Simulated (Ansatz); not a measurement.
## Run report: WSi₆, geometry relaxation (part 1 of 3)

The run: geometry relaxation of WSi₆ (slab, 7 atoms in the cell). Method and program: DFT PBEsol, scalar-relativistic, plane waves, PAW, spin-polarised (Ansatz 0.2.0).

The structure derives from a Materials Project entry. The input holds or restrains some coordinates. Forces given for the steps count only the free coordinates. It belongs to a series of runs on one base structure; here: W put at a top Si site. Figures and captions count atoms from 1; the log counts them from 0 in places.

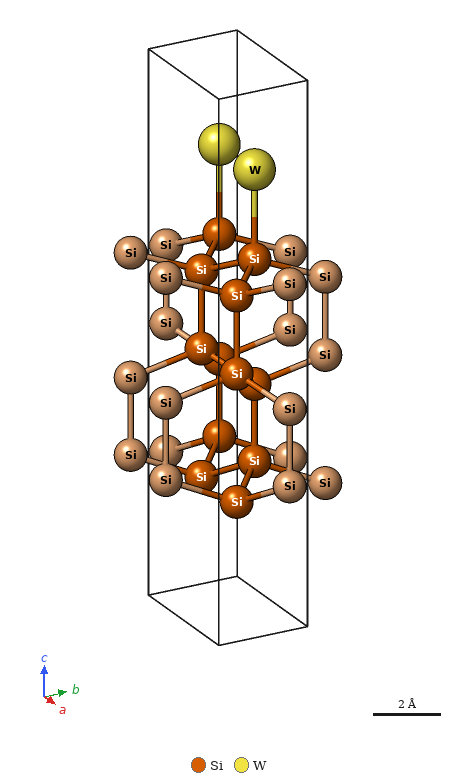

Figure 1. The structure as given in the input (ball-and-stick view of the 2 × 1 repeat of the cell, with the vacuum cut short, seen slightly off an axis; neighbours outside the cell are drawn fainter). An atom can appear more than once, as a periodic image. Near neighbours in the periodic cell (some may lie outside the picture): Si has 3 Si at 2.35 Å; Si has 4 Si at 2.31 to 2.39 Å; Si has 3 Si at 2.31 Å and 1 W at 2.74 Å; W has 1 Si at 2.74 Å.

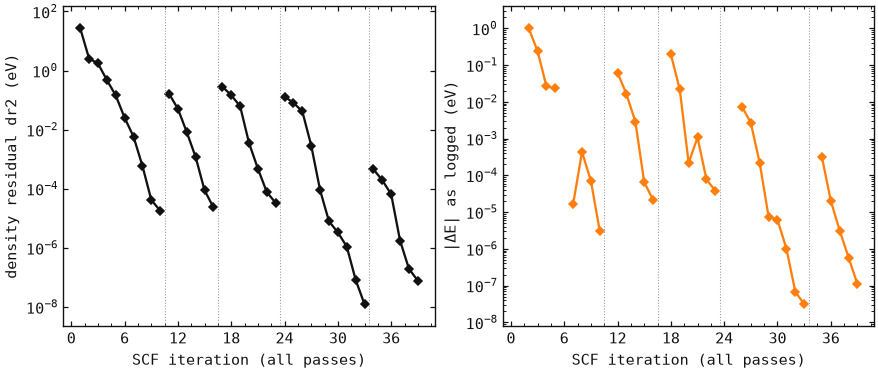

Figure 2. Convergence of the self-consistent field: density residual dr2 and size of the energy change against the SCF iteration. The dotted lines part the SCF passes of the relaxation: geometry steps, rejected trials and re-solves on a re-selected basis. The 5 passes take 6 to 10 iterations each, 39 in all.

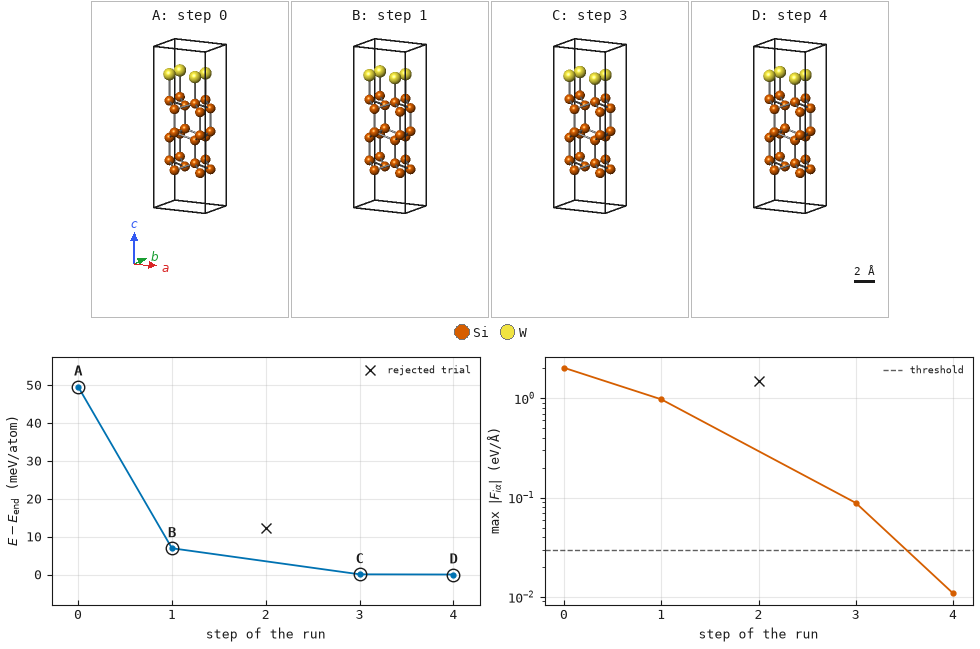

Figure 3. Frames of the restrained relaxation (ball-and-stick view of the 2 × 2 repeat of the cell, with the vacuum cut short, seen slightly off an axis) above the curves, on which the letters mark them (the first geometry is step 0 here and step 1 in the log).

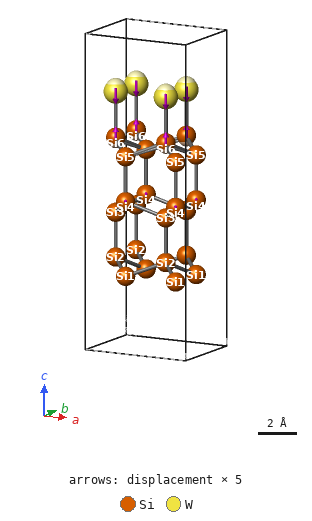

Figure 4. Start (faint) and end (solid) with the displacements as pink arrows, magnified 5 times (ball-and-stick view of the 2 × 2 repeat of the cell, with the vacuum cut short, seen slightly off an axis). After 4 geometry steps the energy has fallen by 49.6 meV per atom. The largest force component goes from 2 to 0.011 eV/Å. The line search rejected the trial step at point 2 (counted from 0) and went back. W7 moves most: 0.17 Å. Largest moves by element: W 0.17 Å, Si 0.15 Å. The cell doesn't change. Among the contacts that change: Si6–W7 2.740 → 2.420 Å, Si5–Si6 2.308 → 2.351 Å, Si4–Si5 2.393 → 2.374 Å, Si3–Si4 2.336 → 2.347 Å. Among the angles that change: Si4–Si5–Si6 106.9° → 110.0°, Si5–Si6–W7 106.9° → 110.0°, Si6–Si5–Si6 111.9° → 108.9°. (Atoms are counted from 1 in the order of the input.)

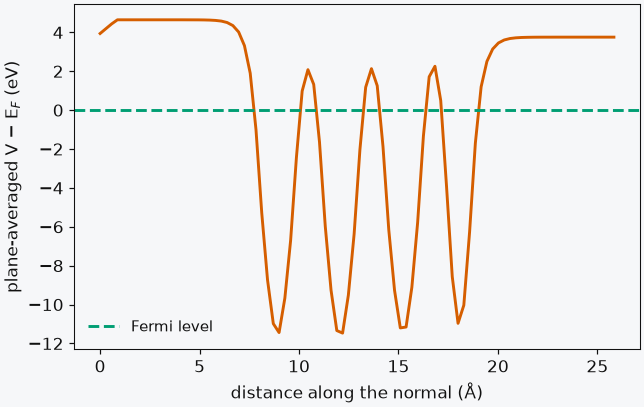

Figure 5. Plane average of the electrostatic potential energy of an electron across the cell, from the Fermi level. The vacuum level lies 3.75 eV above the Fermi level on the upper side and 4.64 eV on the lower.

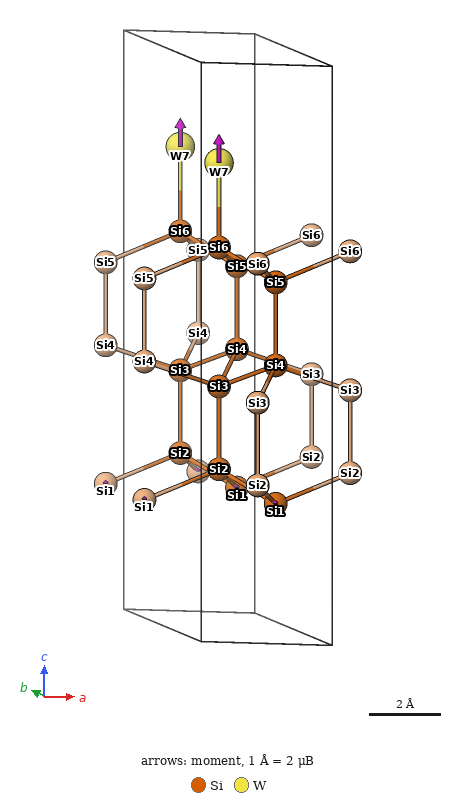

Figure 6. Magnetic moments of the sites as pink arrows (ball-and-stick view of the 1 × 2 repeat of the cell, with the vacuum cut short, seen slightly off an axis; neighbours outside the cell are drawn fainter; atoms are numbered from 1 in the order of the input); small moments hardly show. The run is collinear, so the axis drawn is arbitrary. Site moments: W7 (1.67 μB); Si1 (0.22 μB); Si3, Si5 (0.05 μB). They are counted near the atoms and needn't add up to the moment of the cell.

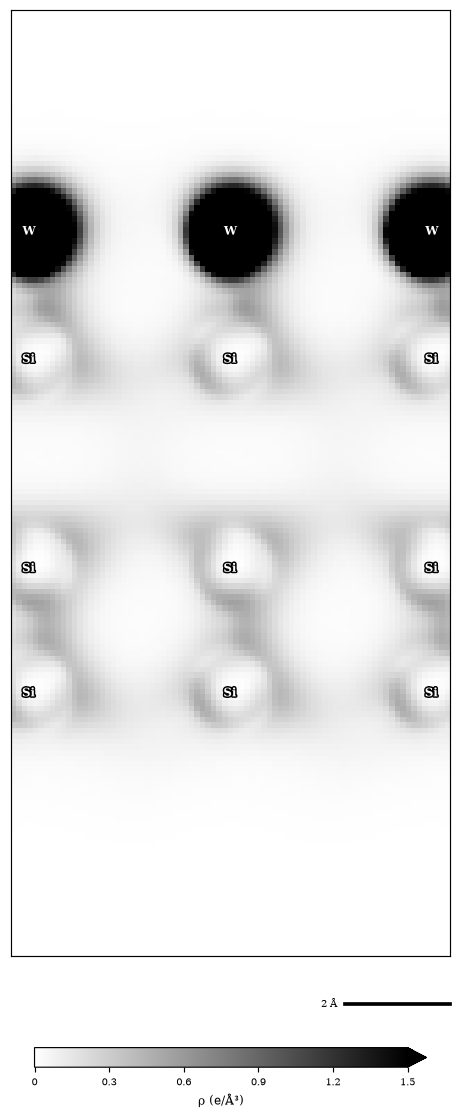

Figure 7. Valence charge density (pseudo) on the (100) plane of the calculation cell, a cut from vacuum to vacuum. The section cuts through Si and W sites. Si–Si (2.37 Å): ρ is about 0.53 e/Å³ halfway, a local maximum along the line. Si–W (2.42 Å): ρ at the midpoint is about 0.67 e/Å³. The density dies away to nearly zero in the vacuum. Core electrons are frozen (PAW), so the fields are smoothed inside the atomic spheres.

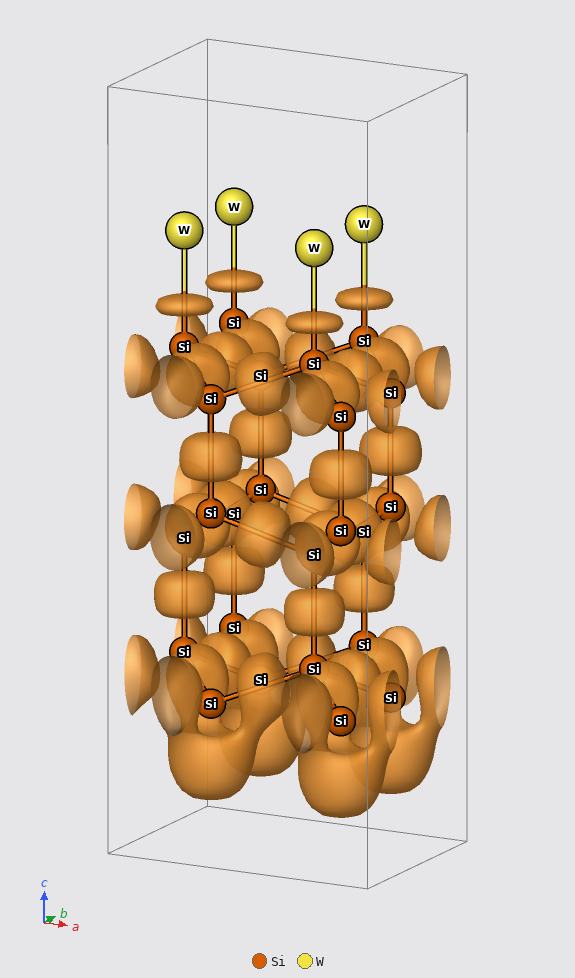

Figure 8. Isosurface of the ELF at 0.8 (orange), seen slightly off an axis. Core shells and regions of very low density are left out. Sticks mark near contacts. Along the contacts the grid gives the following. Si–Si (2.35 Å): the ELF peaks at about 0.95 between the atoms, as expected for localised, shared-pair bonding. Si–W (2.42 Å): the ELF is about 0.70 at the midpoint.

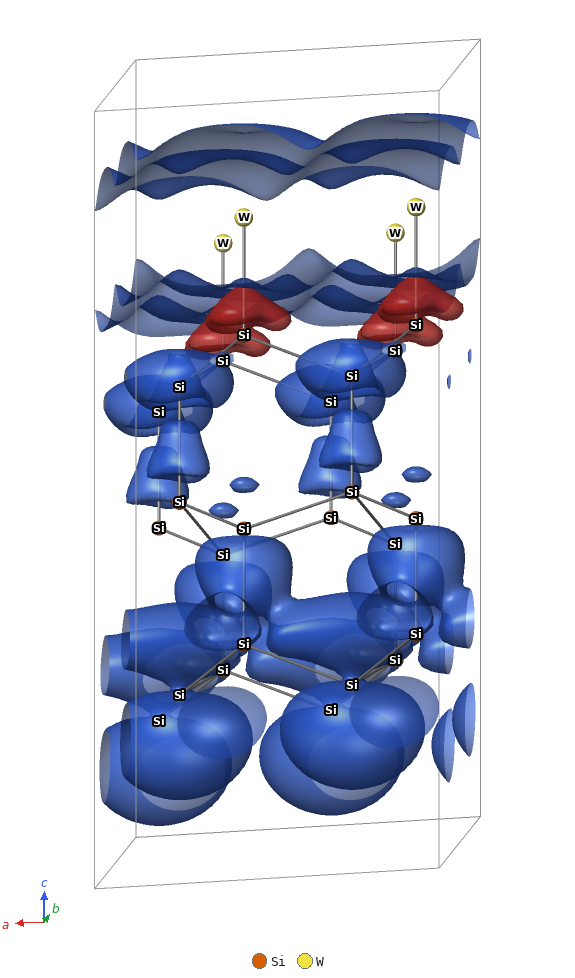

Figure 9. Isosurfaces of the spin density (up minus down) at +0.01 (blue) and −0.01 e/Å³ (red), seen at an oblique angle. Sticks mark near contacts. The spin density sits on W: +1.7 μB in one cell of 7 atoms: a single local moment. The cell of the calculation (7 atoms) carries 4.0 μB net.

These pictures come from the run below.

Input:
```yaml
crystal:
  lattice:
    - [3.824888353, 0.0, 0.0]
    - [-1.9124441765, 3.3124504803, 0.0]
    - [0.0, 0.0, 26.1211317404]
  atoms:
    - { symbol: Si, position: [0.6666666667, 0.3333333333, 0.3254070339] }
    - { symbol: Si, position: [0.3333333333, 0.6666666667, 0.3559122529] }
    - { symbol: Si, position: [0.3333333333, 0.6666666667, 0.44646421] }
    - { symbol: Si, position: [0.6666666667, 0.3333333333, 0.4756407795] }
    - { symbol: Si, position: [0.6666666667, 0.3333333333, 0.5672640833] }
    - { symbol: Si, position: [0.3333333333, 0.6666666667, 0.5929366605] }
    - { symbol: W, position: [0.3333333333, 0.6666666667, 0.697832575], spin: 4.0 }
basis:
  ecutwfc: 420
kpoints:
  mp_grid: { grid: [9, 9, 1] }
hamiltonian:
  xc: pbesol
scf:
  occupations: { method: gaussian, width: 0.05 }
output:
  forces: true
  eigenvalues: true
  populations: true
  write_density: true
  write_potential: true
  elf: true
  volumetric_format: npy
magnetization:
  spin_polarized: true
relax:
  adjacent_minimum: "off"
  f_tol: 0.03
  max_steps: 70
  constraints: [{ sites: [0, 1, 2] }]
efield:
  axis: 3
  dipole_correction: true
  ramp_width: 0.04
```

Command:
```bash
ansatz run input.yaml --threads 1 --pin off --max-ram 2560MiB --backend cpu --events-out ev --progress --plain --runs-dir out
```

What the program printed:
```
Engine: ansatz 0.2.0, x86_64-unknown-linux-gnu
Pseudopotentials: kind: paw
Pseudopotential: Si, paw, valence charge 4, recommended cutoff 420 eV (normal), Si.paw.azcp
Pseudopotential: W, paw, valence charge 14, recommended cutoff 420 eV (normal), W.paw.azcp
Functional definition: PBEsol
  exchange = pbesol_x
  correlation = pbesol_c
Crystal: 7 atoms, lattice volume = 330.948 Å³
Basis set: ecut = 420 eV, 6459 PW (Γ), exchange–correlation on 54×54×360 points (8 copies of the dense FFT grid, shifted against one another)
Bands: 28, of which v1, the nominal top of the filled ones, is band 19 counted from 1 (18 counted from 0)
Symmetry: 6 space group operations
k-points: 12 of 81 (time reversal used)
Non-local potential: Si, projectors of the file, l = 0: 2, l = 1: 2, l = 2: 2
Non-local potential: W, projectors of the file, l = 0: 3, l = 1: 2, l = 2: 2, l = 3: 1
PAW form: soft (Blöchl's): semilocal exchange-correlation on the pseudo side does not see the compensation charge
PAW frozen core: Si, regenerated for the run's functional, and the local potential with it (the file was generated under x = pbe(κ = 0.804, μ = 0.2195149727645171), c = pbe(β = 0.06672455060314922))
PAW frozen core: W, regenerated for the run's functional, and the local potential with it (the file was generated under x = pbe(κ = 0.804, μ = 0.2195149727645171), c = pbe(β = 0.06672455060314922))
PAW one-centre angular grid: Si, 110 points (default); XC on 64 Gauss nodes
PAW one-centre angular grid: W, 590 points (default); XC on 64 Gauss nodes
Initial density: superposition of atomic densities (neutral atoms: chi_scale 0, normalization atom)
Starting moments: Σ|m| = 4 μB on 1 of 7 sites
Initial wavefunctions: pseudopotential atomic-orbital guess
Functional: x = pbesol(κ = 0.804, μ = 0.12345679012345678), c = pbesol(β = 0.046)
```
